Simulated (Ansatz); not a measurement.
Geometry relaxation, with input and output: Hf$_{3}$N$_{2}$ (part 2 of 2)

Hf$_{3}$N$_{2}$ (R-3m, 5 atoms in the cell); DFT PBEsol, scalar-relativistic, plane waves, PAW, no spin polarisation (Ansatz 0.2.0); cutoff 420 eV, 12×12×12 k-mesh, Gaussian smearing of 0.1 eV. The structure derives from a Materials Project entry.

Geometry of the input (Å; fractional positions):
```
1.5994  0.9234  7.7548
-1.5994  0.9234  7.7548
0.0000  -1.8469  7.7548
Hf 0.7794  0.7794  0.7794
Hf 0.2206  0.2206  0.2206
Hf 0.0000  0.0000  0.0000
N  0.6119  0.6119  0.6119
N  0.3881  0.3881  0.3881
```

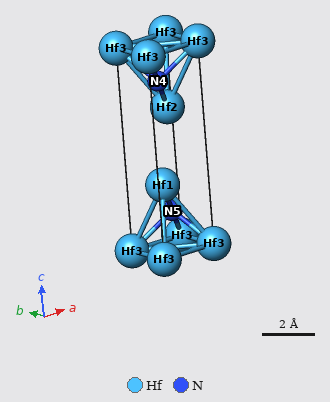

Figure 1. The geometry at step 2 of the log (ball-and-stick view of the reduced cell, seen slightly off an axis; atoms are numbered from 1 in the order of the input).

### Log, continued
```
SCF iter   1: F=—  HF=-47558.889469 eV  |F-HF|=—  |Δ(HF+E_count)|=         —  Δρ=1.18e-3  dr2=7.55e-3  ethr=8.63e-6  ⟨swp⟩=1.4  Hψ=33089  notcnv=0
preconditioner: auto → Kerker (q_TF=auto, 2.848 Å⁻¹)  [metal: Δε(μ)=0.008 eV  Ē_g=17.881 eV  σ=0.100 eV  W_gap=0.05  n_scr=30 (ndim 8)  ℏωp=40.8 eV  f_vac=0.000  D(μ)=1.44/eV (n_scr^D=4)]
SCF iter   2: F=—  HF=-47558.888993 eV  |F-HF|=—  |Δ(HF+E_count)|=   4.76e-4  Δρ=7.12e-4  dr2=3.10e-3  ethr=8.57e-6  ⟨swp⟩=1.0  Hψ=10017  notcnv=0
SCF iter   3: F=—  HF=-47558.888731 eV  |F-HF|=—  |Δ(HF+E_count)|=   2.63e-4  Δρ=2.62e-4  dr2=1.96e-4  ethr=3.52e-6  ⟨swp⟩=2.0  Hψ=15659  notcnv=0
SCF iter   4: F=—  HF=-47558.888651 eV  |F-HF|=—  |Δ(HF+E_count)|=   7.99e-5  Δρ=1.60e-4  dr2=2.98e-5  ethr=2.23e-7  ⟨swp⟩=2.0  Hψ=17567  notcnv=0
SCF iter   5: F=—  HF=-47558.888644 eV  |F-HF|=—  |Δ(HF+E_count)|=   6.58e-6  Δρ=7.68e-5  dr2=3.88e-6  ethr=3.39e-8  ⟨swp⟩=2.0  Hψ=18333  notcnv=0
SCF iter   6: F=—  HF=-47558.888643 eV  |F-HF|=—  |Δ(HF+E_count)|=   1.26e-6  Δρ=1.92e-5  dr2=3.38e-7  ethr=5.68e-10  ⟨swp⟩=8.6  Hψ=82689  notcnv=0
SCF iter   7: F=-47558.888643 eV  HF=-47558.888643 eV  |F-HF|=2.45e-7  |Δ(HF+E_count)|=   5.83e-8  Δρ=1.35e-5  dr2=1.44e-7  ethr=3.84e-10  ⟨swp⟩=10.7  Hψ=90946  notcnv=0
SCF 4 converged in 7 iterations: F = -47558.888643 eV  dr2 = 1.44e-7
relax step   4: F+E_penalty+E_count = -47558.88864263 eV  Δ(F+E_penalty+E_count) = -1.531e-3 eV  max|allowed force component| = 3.418e-2 eV/Å  Δτ_max = 0.0060 Å  P = +0.173 GPa  Ω = 68.014 Å³  energy of the carried Pulay correction = +1.559e-3 eV  (7 SCF iters, dr2 threshold 5.00e-7 eV, accepted)
Crystal: 5 atoms, lattice volume = 68.172 Å³
iter 1 solved again at ethr=3.36e-6 eV; its pass at ethr=3.10e-3 eV (dr2=2.96e-3 eV) is discarded
SCF iter   1: F=—  HF=-47558.888629 eV  |F-HF|=—  |Δ(HF+E_count)|=         —  Δρ=6.80e-4  dr2=2.90e-3  ethr=3.36e-6  ⟨swp⟩=1.1  Hψ=32863  notcnv=0
preconditioner: auto → Kerker (q_TF=auto, 2.847 Å⁻¹)  [metal: Δε(μ)=0.012 eV  Ē_g=17.878 eV  σ=0.100 eV  W_gap=0.07  n_scr=30 (ndim 8)  ℏωp=40.7 eV  f_vac=0.000  D(μ)=1.43/eV (n_scr^D=4)]
SCF iter   2: F=—  HF=-47558.888442 eV  |F-HF|=—  |Δ(HF+E_count)|=   1.87e-4  Δρ=4.17e-4  dr2=1.23e-3  ethr=3.30e-6  ⟨swp⟩=1.0  Hψ=10017  notcnv=0
SCF iter   3: F=—  HF=-47558.888360 eV  |F-HF|=—  |Δ(HF+E_count)|=   8.15e-5  Δρ=2.28e-4  dr2=2.18e-4  ethr=1.40e-6  ⟨swp⟩=2.0  Hψ=13132  notcnv=0
SCF iter   4: F=—  HF=-47558.888299 eV  |F-HF|=—  |Δ(HF+E_count)|=   6.11e-5  Δρ=1.15e-4  dr2=1.48e-5  ethr=2.48e-7  ⟨swp⟩=2.0  Hψ=14536  notcnv=0
SCF iter   5: F=—  HF=-47558.888332 eV  |F-HF|=—  |Δ(HF+E_count)|=   3.33e-5  Δρ=8.02e-5  dr2=3.70e-6  ethr=1.68e-8  ⟨swp⟩=2.1  Hψ=18199  notcnv=0
SCF iter   6: F=—  HF=-47558.888329 eV  |F-HF|=—  |Δ(HF+E_count)|=   3.59e-6  Δρ=3.60e-5  dr2=6.88e-7  ethr=4.20e-9  ⟨swp⟩=2.0  Hψ=18141  notcnv=0
SCF iter   7: F=—  HF=-47558.888328 eV  |F-HF|=—  |Δ(HF+E_count)|=   8.17e-7  Δρ=7.58e-6  dr2=3.84e-8  ethr=1.55e-10  ⟨swp⟩=11.8  Hψ=97606  notcnv=0
SCF iter   8: F=-47558.888328 eV  HF=-47558.888328 eV  |F-HF|=2.21e-8  |Δ(HF+E_count)|=   7.57e-8  Δρ=5.10e-6  dr2=2.35e-8  ethr=4.36e-11  ⟨swp⟩=9.7  Hψ=69728  notcnv=0
SCF 5 converged in 8 iterations: F = -47558.888328 eV  dr2 = 2.35e-8
relax step   5: F+E_penalty+E_count = -47558.88832791 eV  Δ(F+E_penalty+E_count) = +3.147e-4 eV  max|allowed force component| = 5.342e-3 eV/Å  Δτ_max = 0.0025 Å  P = -0.325 GPa  Ω = 68.172 Å³  energy of the carried Pulay correction = +1.210e-3 eV  (8 SCF iters, dr2 threshold 1.36e-7 eV, accepted)
Crystal: 5 atoms, lattice volume = 68.073 Å³
iter 1 solved again at ethr=2.56e-7 eV; its pass at ethr=3.10e-3 eV (dr2=2.25e-4 eV) is discarded
SCF iter   1: F=—  HF=-47558.888635 eV  |F-HF|=—  |Δ(HF+E_count)|=         —  Δρ=2.01e-4  dr2=2.19e-4  ethr=2.56e-7  ⟨swp⟩=2.0  Hψ=38004  notcnv=0
preconditioner: auto → Kerker (q_TF=auto, 2.848 Å⁻¹)  [metal: Δε(μ)=0.005 eV  Ē_g=17.879 eV  σ=0.100 eV  W_gap=0.03  n_scr=30 (ndim 8)  ℏωp=40.8 eV  f_vac=0.000  D(μ)=1.40/eV (n_scr^D=4)]
SCF iter   2: F=—  HF=-47558.888659 eV  |F-HF|=—  |Δ(HF+E_count)|=   2.43e-5  Δρ=1.15e-4  dr2=9.62e-5  ethr=2.49e-7  ⟨swp⟩=1.0  Hψ=10017  notcnv=0
SCF iter   3: F=—  HF=-47558.888651 eV  |F-HF|=—  |Δ(HF+E_count)|=   8.17e-6  Δρ=4.73e-5  dr2=4.70e-6  ethr=1.09e-7  ⟨swp⟩=2.0  Hψ=15549  notcnv=0
SCF iter   4: F=—  HF=-47558.888649 eV  |F-HF|=—  |Δ(HF+E_count)|=   2.31e-6  Δρ=2.80e-5  dr2=7.14e-7  ethr=5.34e-9  ⟨swp⟩=2.1  Hψ=18178  notcnv=0
SCF iter   5: F=-47558.888648 eV  HF=-47558.888649 eV  |F-HF|=1.71e-7  |Δ(HF+E_count)|=   1.79e-7  Δρ=9.52e-6  dr2=1.89e-7  ethr=3.70e-10  ⟨swp⟩=10.5  Hψ=76715  notcnv=0
SCF 6 converged in 5 iterations: F = -47558.888648 eV  dr2 = 1.89e-7
  Residual-converged pass: ⟨swp⟩=1.0  Hψ=10778  notcnv=0  max |occ|·‖R‖ = 7.1e-9 eV (tolerance 1.0e-8 eV)  dr2=1.89e-7  dr2_onsite=2.77e-8  max |Δocc| = 9.5e-11
relax step   6: F+E_penalty+E_count = -47558.88864846 eV  Δ(F+E_penalty+E_count) = -3.205e-4 eV  max|allowed force component| = 1.149e-3 eV/Å  Δτ_max = 0.0004 Å  P = +0.005 GPa  Ω = 68.073 Å³  energy of the carried Pulay correction = +1.429e-3 eV  (5 SCF iters, dr2 threshold 3.25e-7 eV, accepted)
Initial wavefunctions: pseudopotential atomic-orbital guess (no wavefunctions were taken with the density)
iter 1 solved again at ethr=4.87e-8 eV; its pass at ethr=3.10e-3 eV (dr2=4.28e-5 eV) is discarded
SCF iter   1: F=—  HF=-47558.887231 eV  |F-HF|=—  |Δ(HF+E_count)|=         —  Δρ=4.65e-5  dr2=5.08e-7  ethr=4.87e-8  ⟨swp⟩=3.6  Hψ=59477  notcnv=0
preconditioner: auto → Kerker (q_TF=auto, 2.848 Å⁻¹)  [metal: Δε(μ)=0.007 eV  Ē_g=17.880 eV  σ=0.100 eV  W_gap=0.04  n_scr=30 (ndim 8)  ℏωp=40.8 eV  f_vac=0.000  D(μ)=1.40/eV (n_scr^D=4)]
SCF iter   2: F=—  HF=-47558.887269 eV  |F-HF|=—  |Δ(HF+E_count)|=   3.77e-5  Δρ=2.59e-5  dr2=2.00e-7  ethr=5.77e-10  ⟨swp⟩=2.3  Hψ=18660  notcnv=0
SCF iter   3: F=—  HF=-47558.887269 eV  |F-HF|=—  |Δ(HF+E_count)|=   3.70e-8  Δρ=1.36e-5  dr2=8.83e-8  ethr=2.27e-10  ⟨swp⟩=2.2  Hψ=16341  notcnv=0
SCF iter   4: F=—  HF=-47558.887269 eV  |F-HF|=—  |Δ(HF+E_count)|=   5.11e-9  Δρ=2.53e-6  dr2=1.74e-8  ethr=1.00e-10  ⟨swp⟩=2.2  Hψ=18332  notcnv=0
SCF iter   5: F=—  HF=-47558.887269 eV  |F-HF|=—  |Δ(HF+E_count)|=   2.07e-9  Δρ=1.64e-6  dr2=5.36e-9  ethr=1.98e-11  ⟨swp⟩=2.7  Hψ=17228  notcnv=0
SCF iter   6: F=—  HF=-47558.887269 eV  |F-HF|=—  |Δ(HF+E_count)|=  5.17e-10  Δρ=2.40e-7  dr2=1.07e-10  ethr=6.10e-12  ⟨swp⟩=2.0  Hψ=15714  notcnv=0
SCF iter   7: F=—  HF=-47558.887269 eV  |F-HF|=—  |Δ(HF+E_count)|=  1.46e-11  Δρ=2.90e-7  dr2=4.93e-11  ethr=1.00e-12  ⟨swp⟩=8.0  Hψ=59736  notcnv=0
SCF iter   8: F=-47558.887269 eV  HF=-47558.887269 eV  |F-HF|=7.28e-12  |Δ(HF+E_count)|=  2.91e-11  Δρ=8.95e-8  dr2=5.07e-12  ethr=1.00e-12  ⟨swp⟩=7.0  Hψ=53824  notcnv=0
SCF 7 converged in 8 iterations: F = -47558.887269 eV  dr2 = 5.07e-12
relax step   7: F+E_penalty+E_count = -47558.88726886 eV  Δ(F+E_penalty+E_count) = +1.380e-3 eV  max|allowed force component| = 5.512e-4 eV/Å  Δτ_max = 0.0000 Å  P = -0.018 GPa  Ω = 68.073 Å³  stress off target by 2.79e-2 GPa  SCF on the basis re-selected at this cell (its energy is not comparable with the rows above)  (8 SCF iters)
basis re-selected at this cell: Δ(F+E_penalty+E_count) = +1.380e-3 eV, ΔP = -0.024 GPa vs the last step (what re-selecting the basis moved, of the pressure what is left beyond the Pulay correction that the steps carried, after the strain that the cell walked since its last selection, with what the two solves' SCF thresholds leave and, on support functions, any second-order correction that the steps lacked; it is no measure of the basis error at this ecutwfc). This SCF's stress stands 2.79e-2 GPa from its target on what of the cell is left free (relax.cell.stress_tol is 5.00e-2 GPa) and its largest allowed force component is 5.51e-4 eV/Å (relax.f_tol is 5.00e-3 eV/Å): within both
SCF converged after 8 iterations
Free energy (F): -47558.887269 eV
Harris-Foulkes:  -47558.887269 eV  (|F-HF|=7.28e-12)
Internal energy: -47558.880257 eV  (E = F + TS)
E sigma→0 (E₀):  -47558.883763 eV
Entropy (-TS):   -0.007012 eV (-1.402 meV/atom)
Fermi energy:    22.029317 eV
--- Per-component energies (eV) ---
  E_band       = 387.608078
  E_kinetic    = 1536.899818
  E_local      = -14602.131757  (includes V_loc(G=0)·N_el)
  E_nonlocal   = -3623.723909
  E_hartree    = 6905.590995
  E_xc         = -1015.468218
  E_vxc        = -954.539525  (∫ρ·V_xc dr)
  E_paw        = -20667.000990  (= ΣΔE_a)
  E_vpaw       = 4219.921419  (= ΣTr[D̂ρ^β])
  E_aug_tail   = 0.000183  (compensation charges beyond the density's cutoff)
  E_ewald      = -16096.855852
  E_core_change = 3.809472  (= ΣΔE_core)
  E_smearing   = -0.007012  (= −TS)
  E_closure    = -0.000000  (closes the sum)
  Σ components = -47558.887269   (vs F -47558.887269, Δ=0.00e0)
--- Forces (eV/Å), atoms counted from 1 ---
  atom   1  Hf     0.00000000     0.00000000     0.00055117
  atom   2  Hf     0.00000000    -0.00000000    -0.00055117
  atom   3  Hf     0.00000000     0.00000000     0.00000000
  atom   4  N      0.00000000    -0.00000000    -0.00031757
  atom   5  N      0.00000000     0.00000000     0.00031757
  max |Σ_I F_I| component: 6.74e-18 eV/Å
--- Stress (GPa, compression-positive) ---
       -0.013654       0.000000       0.000000
        0.000000      -0.013654      -0.000000
        0.000000      -0.000000      -0.027946
  P = ⅓ Tr σ = -0.0184 GPa (-0.184 kbar)
--- Band table (eV; the first three rows and the last of 189) ---
  k-point 0: bands = ["-40.3855", "-39.5751", "-39.5392", "-9.4127", "-8.8777", "-8.8777", "-8.6308", "-8.0760", "-8.0143", "-8.0143", "-7.9480", "-7.9480", "5.4722", "6.9265", "9.6832", "9.6832", "9.6856", "9.7350", "9.7403", "9.7403", "9.7657", "10.4771", "10.4877", "10.4877", "10.4952", "10.4952", "10.4954", "10.5072", "10.5171", "10.5333", "10.5333", "10.5439", "10.5439", "10.5729", "10.5748", "14.1169", "16.6797", "16.6797", "16.8837", "18.4372", "18.4372", "19.0474", "22.4561", "22.5528", "22.7754", "22.7754", "23.9314", "23.9314", "24.1686", "24.1686", "24.8587", "25.7786", "26.3535"]
  k-point 1: bands = ["-40.3827", "-39.5720", "-39.5371", "-9.3998", "-8.9404", "-8.8890", "-8.6045", "-8.1027", "-8.0344", "-8.0261", "-7.9938", "-7.9557", "5.5810", "6.9061", "9.6849", "9.6862", "9.6889", "9.7356", "9.7380", "9.7397", "9.7606", "10.4811", "10.4860", "10.4898", "10.4942", "10.4975", "10.4979", "10.5104", "10.5207", "10.5317", "10.5323", "10.5425", "10.5433", "10.5688", "10.5705", "14.3047", "16.3465", "16.7362", "17.2515", "17.7914", "18.3459", "19.4265", "21.6843", "22.6020", "22.9286", "23.0176", "23.8084", "23.8322", "24.6537", "24.7167", "25.0609", "25.6603", "26.3760"]
  k-point 2: bands = ["-40.3750", "-39.5634", "-39.5316", "-9.3645", "-9.0920", "-8.9197", "-8.5512", "-8.1997", "-8.1251", "-8.0578", "-8.0532", "-7.9770", "5.8719", "6.8477", "9.6914", "9.6944", "9.6983", "9.7276", "9.7374", "9.7409", "9.7478", "10.4827", "10.4916", "10.4952", "10.4955", "10.5041", "10.5043", "10.5146", "10.5255", "10.5298", "10.5331", "10.5400", "10.5401", "10.5578", "10.5608", "14.8100", "16.0743", "16.8068", "16.8640", "17.5948", "18.1325", "19.7572", "20.8575", "22.0828", "23.3732", "23.5121", "24.0821", "24.0856", "24.4094", "25.5460", "25.6043", "26.1092", "26.4535"]
  k-point 188: bands = ["-40.3855", "-39.5758", "-39.5385", "-9.4534", "-8.8778", "-8.8778", "-8.4659", "-8.2030", "-8.0129", "-8.0129", "-7.9494", "-7.9494", "5.5509", "6.8295", "9.6832", "9.6832", "9.6835", "9.7279", "9.7403", "9.7403", "9.7657", "10.4709", "10.4831", "10.4908", "10.4908", "10.4927", "10.4927", "10.4940", "10.5354", "10.5354", "10.5411", "10.5411", "10.5485", "10.5729", "10.5748", "14.4113", "16.1645", "16.7233", "16.7233", "18.3392", "18.3392", "20.3681", "21.1485", "22.4666", "22.4666", "23.4786", "23.6492", "24.8375", "24.8375", "25.0210", "25.0210", "25.8372", "25.8372"]
--- Relaxed structure (6 steps of the walk, 5 accepted, 1 SCFs on fresh bases) ---
  F+E_penalty+E_count = -47558.88726886 eV   max|allowed force component| = 5.512e-4 eV/Å   (the final SCF, on the basis selected at the relaxed cell)
  cell:  # Å, volume = 68.0731 Å³
    - [1.5966746472226068, 0.9218405373987894, 7.7081885320278065]
    - [-1.5966746472226068, 0.9218405373987894, 7.7081885320278065]
    - [6.940786459544269e-35, -1.8436810747478791, 7.70818853203375]
  atoms:
    - { symbol: Hf, position: [0.7789751359913877, 0.7789751359913877, 0.7789751359913878] }
    - { symbol: Hf, position: [0.22102486400861232, 0.22102486400861232, 0.22102486400861238] }
    - { symbol: Hf, position: [2.213653313868659e-20, 2.2136533138686797e-20, 2.2136533139115154e-20] }
    - { symbol: N, position: [0.6111305274171551, 0.6111305274171551, 0.6111305274171552] }
    - { symbol: N, position: [0.38886947258284477, 0.38886947258284477, 0.38886947258284477] }
```

### Trajectory as extended XYZ (Å, eV, eV/Å), 7 frames, from step=1 to step=7
```
5
Lattice="1.5994 0.9234 7.7548 -1.5994 0.9234 7.7548 0.0000 -1.8469 7.7548" Properties=species:S:1:pos:R:3:forces:R:3 step=1 energy=-47558.87571 pressure_GPa=-2.17
Hf    0.0000    0.0000   18.1328    0.0000   0.0000  -0.2335
Hf    0.0000    0.0000    5.1317    0.0000   0.0000   0.2335
Hf    0.0000    0.0000    0.0000    0.0000   0.0000   0.0000
N     0.0000    0.0000   14.2359    0.0000   0.0000  -0.2282
N     0.0000    0.0000    9.0286    0.0000   0.0000   0.2282
5
Lattice="1.5928 0.9196 7.6319 -1.5928 0.9196 7.6319 0.0000 -1.8392 7.6319" Properties=species:S:1:pos:R:3:forces:R:3 step=2 energy=-47558.86599 pressure_GPa=2.92 accepted=F
Hf    0.0000    0.0000   17.8634    0.0000   0.0000  -0.4815
Hf    0.0000    0.0000    5.0322    0.0000   0.0000   0.4815
Hf    0.0000    0.0000    0.0000    0.0000   0.0000   0.0000
N     0.0000    0.0000   13.9863    0.0000   0.0000  -0.0033
N     0.0000    0.0000    8.9094    0.0000   0.0000   0.0033
5
Lattice="1.5961 0.9215 7.7118 -1.5961 0.9215 7.7118 0.0000 -1.8430 7.7118" Properties=species:S:1:pos:R:3:forces:R:3 step=3 energy=-47558.88711 pressure_GPa=0.00
Hf    0.0000    0.0000   18.0285    0.0000   0.0000  -0.1207
Hf    0.0000    0.0000    5.1070    0.0000   0.0000   0.1207
Hf    0.0000    0.0000    0.0000    0.0000   0.0000   0.0000
N     0.0000    0.0000   14.1462    0.0000   0.0000  -0.1080
N     0.0000    0.0000    8.9893    0.0000   0.0000   0.1080
5
Lattice="1.5963 0.9216 7.7054 -1.5963 0.9216 7.7054 0.0000 -1.8432 7.7054" Properties=species:S:1:pos:R:3:forces:R:3 step=4 energy=-47558.88864 pressure_GPa=0.17
Hf    0.0000    0.0000   18.0090    0.0000   0.0000  -0.0342
Hf    0.0000    0.0000    5.1072    0.0000   0.0000   0.0342
Hf    0.0000    0.0000    0.0000    0.0000   0.0000   0.0000
N     0.0000    0.0000   14.1283    0.0000   0.0000  -0.0238
N     0.0000    0.0000    8.9878    0.0000   0.0000   0.0238
5
Lattice="1.5974 0.9222 7.7127 -1.5974 0.9222 7.7127 0.0000 -1.8445 7.7127" Properties=species:S:1:pos:R:3:forces:R:3 step=5 energy=-47558.88833 pressure_GPa=-0.32
Hf    0.0000    0.0000   18.0236    0.0000   0.0000   0.0014
Hf    0.0000    0.0000    5.1146    0.0000   0.0000  -0.0014
Hf    0.0000    0.0000    0.0000    0.0000   0.0000   0.0000
N     0.0000    0.0000   14.1403    0.0000   0.0000   0.0053
N     0.0000    0.0000    8.9979    0.0000   0.0000  -0.0053
5
Lattice="1.5967 0.9218 7.7082 -1.5967 0.9218 7.7082 0.0000 -1.8437 7.7082" Properties=species:S:1:pos:R:3:forces:R:3 step=6 energy=-47558.88865 pressure_GPa=0.01
Hf    0.0000    0.0000   18.0135    0.0000   0.0000   0.0011
Hf    0.0000    0.0000    5.1111    0.0000   0.0000  -0.0011
Hf    0.0000    0.0000    0.0000    0.0000   0.0000   0.0000
N     0.0000    0.0000   14.1321    0.0000   0.0000   0.0000
N     0.0000    0.0000    8.9924    0.0000   0.0000   0.0000
5
Lattice="1.5967 0.9218 7.7082 -1.5967 0.9218 7.7082 0.0000 -1.8437 7.7082" Properties=species:S:1:pos:R:3:forces:R:3 step=7 energy=-47558.88727 pressure_GPa=-0.02
Hf    0.0000    0.0000   18.0135    0.0000   0.0000   0.0006
Hf    0.0000    0.0000    5.1111    0.0000   0.0000  -0.0006
Hf    0.0000    0.0000    0.0000    0.0000   0.0000   0.0000
N     0.0000    0.0000   14.1321    0.0000   0.0000  -0.0003
N     0.0000    0.0000    8.9924    0.0000   0.0000   0.0003
```

### Summary

- outcome: converged
- space group (tolerance 0.01 Å): R-3m (166)
- electrons treated: 88
- free energy: −47558.8873 eV
- Fermi energy: 22.029 eV
- gap on the k-point mesh: none (metallic)
- pressure: −0.02 GPa
- final volume: 68.07 Å³
- largest force (length of the vector) at the end: 0.001 eV/Å
- final cell: a = 7.926 Å, b = 7.926 Å, c = 7.926 Å, α = 23.24°, β = 23.24°, γ = 23.24°
- hardware: 2 threads of Oxide Virtual Turin-like (Zen 5), 32 GiB of memory available, shared host
- wall time: 3.3 min (CPU time 6.4 min)
- peak memory: 0.81 GiB

### Notes

Spin–orbit coupling is left out, which matters for Hf.
